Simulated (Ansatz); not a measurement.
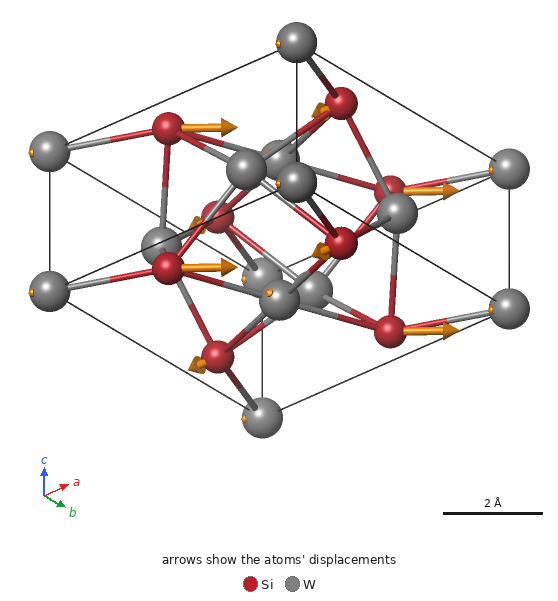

One vibrational mode of crystalline Si2W3 at the zone centre. The orange arrows give the relative displacements of the atoms. A ball-and-stick model of the cell of the calculation, seen from a free direction.

These are results of Ansatz, DFT PBE, scalar-relativistic, plane waves, PAW, not measurements. Set-up: plane-wave cutoff 420 eV; k-point mesh 6 × 6 × 12; occupations gaussian; smearing width 0.15 eV; no spin polarisation.

**Give the symmetry, activity and frequency of this mode.**

This is the E_u mode (doubly degenerate; one member of the set is drawn) at 401 cm⁻¹, optical level 18 of 20, counted from below, infrared-active by symmetry. The W (4h) atoms hardly move; it stretches the Si–W bonds (2.58 Å); the kinetic energy is shared as Si 94 %, W 6 %. The crystal is a metal, so free carriers screen the infrared response.
